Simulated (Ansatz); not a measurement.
## Run report: Mo, single-point calculation (part 2 of 2)

The same run, continued: Mo (P1, 8 atoms in the cell); DFT, LDA, plane waves, PAW, Ueff = 2.44 eV on Mo d, spin-polarised (Ansatz 0.2.0); cutoff 420 eV, 4×4×4 k-mesh, Gaussian smearing of 0.0437 eV, collinear spins. The structure is a deliberately distorted cell.

Output, continued
```
  k-point 2 ↑: bands = ["-40.1320", "-40.0558", "-40.0465", "-40.0320", "-39.9229", "-39.9130", "-39.9063", "-39.8071", "-14.8050", "-14.7810", "-14.7688", "-14.6535", "-14.6479", "-14.6033", "-14.5783", "-14.5152", "-14.3346", "-14.3014", "-14.2673", "-14.1094", "-14.0300", "-13.9083", "-13.8863", "-13.8575", "-13.7288", "-13.7116", "-13.7004", "-13.6350", "-13.6279", "-13.5951", "-13.5807", "-13.5677", "15.1145", "15.5902", "15.8720", "15.9462", "16.0697", "16.1054", "16.2340", "16.2850", "16.4213", "17.0939", "17.2568", "17.3490", "17.5157", "17.5745", "17.9008", "18.1346", "18.2381", "18.3553", "18.7324", "18.7710", "18.8532", "18.9458", "19.0953", "19.7753", "21.2237", "21.3694", "21.5708", "21.7172", "21.8097", "21.9596", "22.2194", "22.2846", "22.4422", "22.6613", "22.8422", "22.8825", "23.0100", "23.5386", "23.5658", "23.8573", "23.9464", "24.2014", "25.2588", "25.3360", "28.4053", "28.6642", "28.6914", "30.2214"]
  k-point 31 ↓: bands = ["-40.1552", "-40.0659", "-40.0309", "-39.9935", "-39.9620", "-39.9447", "-39.9233", "-39.7792", "-14.8792", "-14.8499", "-14.8231", "-14.8150", "-14.7412", "-14.6533", "-14.6391", "-14.4068", "-14.2768", "-14.2069", "-14.1470", "-14.1188", "-14.0058", "-13.9517", "-13.8823", "-13.8439", "-13.7181", "-13.6713", "-13.6543", "-13.6074", "-13.6023", "-13.5583", "-13.5089", "-13.4795", "14.6281", "15.2365", "15.4901", "15.5980", "15.6423", "15.6899", "15.7051", "15.7668", "15.8972", "16.9109", "17.0488", "17.1562", "17.3757", "17.4564", "17.9760", "18.4309", "18.6456", "18.9645", "19.4615", "19.6574", "19.7896", "19.8513", "19.9101", "20.2326", "21.0124", "21.2937", "21.4789", "21.5621", "21.8999", "22.0300", "22.2047", "22.4599", "22.5164", "22.8373", "22.9251", "23.1100", "23.3127", "23.5524", "23.8130", "23.8720", "24.4380", "24.6573", "25.1505", "26.7296", "26.8934", "27.0186", "27.8471", "29.2337"]
Occupation matrices written to [file]
```

File v_z.tsv
```
# z_ang	v_es[eV]	v_tot_up[eV]	v_tot_dn[eV]
# format = ansatz-planar-average/11
# xc	lda
# density_cutoff_ev	1680
# datasets	Mo=:simpson_from_first_knot:soft:shift=-1654400
# lattice	-3.217628000	3.139560000	3.163872000
# lattice	3.187331000	-3.150675000	3.144690000
# lattice	3.162047000	3.095094000	-3.174986000
# sites	8
# site	42	-0.029342727	-0.005406983	6.267277482
# site	42	1.564316211	1.625758458	-1.479231140
# site	42	4.651582011	1.544129146	-1.575615999
# site	42	-0.034653364	3.030788699	3.139155066
# site	42	1.497903577	-1.498502322	4.736835118
# site	42	3.150265022	0.001541353	3.099547459
# site	42	3.090951272	3.102032883	-0.015069439
# site	42	1.580901749	1.512406615	1.601958294
0.000000	-2.460984e0	-1.808862e1	-1.808862e1
0.136149	-1.756148e0	-1.725279e1	-1.725279e1
0.272299	-7.920104e-2	-1.525379e1	-1.525379e1
0.408448	2.413380e0	-1.225583e1	-1.225583e1
0.544598	5.491149e0	-8.527897e0	-8.527897e0
0.680747	8.859557e0	-4.434868e0	-4.434868e0
0.816897	1.217013e1	-4.107584e-1	-4.107584e-1
0.953046	1.505665e1	3.098292e0	3.098292e0
1.089196	1.721047e1	5.722919e0	5.722919e0
1.225345	1.846947e1	7.265184e0	7.265184e0
1.361495	1.882552e1	7.703928e0	7.703928e0
1.497644	1.830235e1	7.061364e0	7.061364e0
1.633794	1.687746e1	5.318230e0	5.318230e0
1.769943	1.457992e1	2.520243e0	2.520243e0
1.906093	1.160046e1	-1.101642e0	-1.101642e0
2.042242	8.262162e0	-5.159848e0	-5.159848e0
2.178391	4.930597e0	-9.207018e0	-9.207018e0
2.314541	1.945305e0	-1.281973e1	-1.281973e1
2.450690	-4.104651e-1	-1.564957e1	-1.564957e1
2.586840	-1.919052e0	-1.744638e1	-1.744638e1
2.722989	-2.439405e0	-1.806439e1	-1.806439e1
2.859139	-1.922456e0	-1.745717e1	-1.745717e1
2.995288	-4.186968e-1	-1.567305e1	-1.567305e1
3.131438	1.929510e0	-1.285981e1	-1.285981e1
3.267587	4.902945e0	-9.269898e0	-9.269898e0
3.403737	8.216318e0	-5.254495e0	-5.254495e0
3.539886	1.152713e1	-1.240486e0	-1.240486e0
3.676036	1.446609e1	2.320933e0	2.320933e0
3.812185	1.670567e1	5.037523e0	5.037523e0
3.948335	1.804892e1	6.671331e0	6.671331e0
4.084484	1.844408e1	7.152602e0	7.152602e0
4.220634	1.788898e1	6.475302e0	6.475302e0
4.356783	1.638157e1	4.642480e0	4.642480e0
4.492932	1.399438e1	1.748114e0	1.748114e0
4.629082	1.095464e1	-1.935074e0	-1.935074e0
4.765231	7.606583e0	-5.994162e0	-5.994162e0
4.901381	4.320640e0	-9.974657e0	-9.974657e0
5.037530	1.431318e0	-1.345888e1	-1.345888e1
5.173680	-7.868930e-1	-1.611131e1	-1.611131e1
5.309829	-2.126877e0	-1.769771e1	-1.769771e1
```

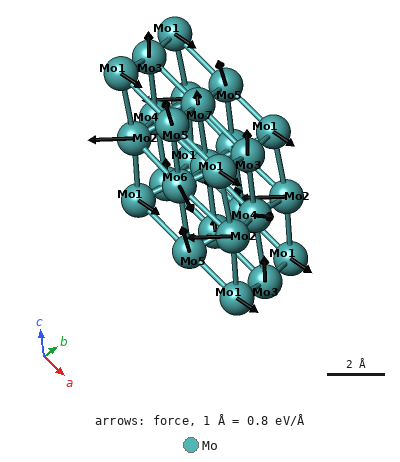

**Figure 1.** Forces on the atoms as black arrows (ball-and-stick view of the cell of the calculation, seen slightly off an axis; atoms are numbered from 1 in the order of the input). The largest act on Mo2 (1.32 eV/Å); Mo4 (1.12 eV/Å); Mo5 (1.01 eV/Å); Mo6 (1.00 eV/Å), among others. The geometry is not a stationary point of this energy.

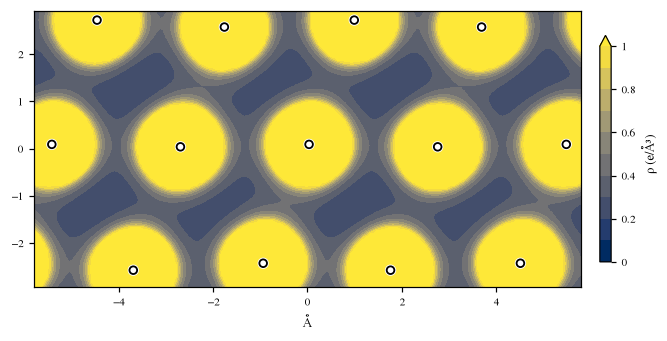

**Figure 2.** Valence pseudo-density on the (101̄) plane of the conventional cell. Circles mark the nuclei in the plane (Mo). The plane passes through Mo nuclei. Mo–Mo (2.70 Å): ρ is about 0.41 e/Å³ halfway. Mo–Mo (2.75 Å): the density is about 0.36 e/Å³ at the midpoint. Mo–Mo (2.80 Å): ρ is about 0.34 e/Å³ halfway. Away from the nuclei the density in this plane falls to 0.23 e/Å³ at its lowest. In a PAW calculation such maps are meaningful between the atoms, not at the nuclei.

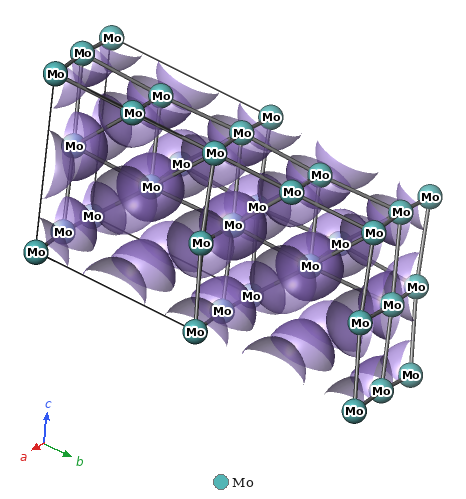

**Figure 3.** Isosurface of the valence electron density at 0.6 e/Å³ (purple), seen slightly off an axis. Sticks mark near contacts. The outline is the cell set on symmetry axes. At this value the density breaks into separate islands; it holds about 75 % of the electrons treated as valence (semicore included). It is pinched off along the Mo–Mo (2.58 Å), Mo–Mo (2.63 Å), Mo–Mo (2.67 Å) and Mo–Mo (2.72 Å) contacts. On the grid the lowest density along these lines, outside the cores, is 0.5 e/Å³ (Mo–Mo, 2.58 Å), 0.46 e/Å³ (Mo–Mo, 2.63 Å), 0.42 e/Å³ (Mo–Mo, 2.67 Å) and 0.38 e/Å³ (Mo–Mo, 2.72 Å).

This output came from the following input.

Input
```yaml
crystal:
  lattice:
    - [-3.217628, 3.13956, 3.163872]
    - [3.187331, -3.150675, 3.14469]
    - [3.162047, 3.095094, -3.174986]
  atoms:
    - { symbol: Mo, position: [0.994363, 0.993585, 0.001032] }
    - { symbol: Mo, position: [0.029725, 0.014732, 0.510114] }
    - { symbol: Mo, position: [0.007983, 0.487865, 0.987424] }
    - { symbol: Mo, position: [0.985485, 0.49965, 0.488203] }
    - { symbol: Mo, position: [0.514687, 0.989007, 0.000532] }
    - { symbol: Mo, position: [0.4993, 0.992286, 0.50413] }
    - { symbol: Mo, position: [0.502782, 0.492064, 0.993137] }
    - { symbol: Mo, position: [0.500864, 0.50793, 0.497638] }
kpoints:
  mp_grid: { grid: [4, 4, 4], shift: [0.5, 0.5, 0.0] }
magnetization:
  spin_polarized: true
scf:
  occupations: { method: gaussian, width: 0.0437 }
hamiltonian:
  pseudopotentials: { kind: paw }
  xc: lda
  hubbard: { projectors: atomic, sites: [{ species: Mo, l: d, u_eff: 2.44 }] }
basis:
  ecutwfc: 420
output:
  forces: true
  stress: true
  eigenvalues: true
  write_density: true
  write_potential: true
  elf: true
  volumetric_format: npy
```

Run as:
```bash
ansatz run input.yaml --threads 1 --pin off --max-ram 2560MiB --backend cpu --events-out ev --progress --plain --runs-dir out
```

Summary

```tsv
quantity	value
outcome	converged
space group (tolerance 0.01 Å)	P1 (1)
electrons treated	112
free energy	−38721.4747 eV
Fermi energy	20.544 eV
net moment of the cell	0.00 μB
integrated absolute moment	0.00 μB
pressure	−14.15 GPa
largest force (length of the vector)	1.324 eV/Å
hardware	1 thread of an x86-64 CPU, shared host
wall time	36 s
peak memory	0.83 GiB
```

Remarks

Settings chosen away from the usual ones: hamiltonian.xc set to lda (from pbe). The program warns: spin is on but no starting moments are given. The cell is under a tension of 14.2 GPa at this level, so it is not at its equilibrium volume.
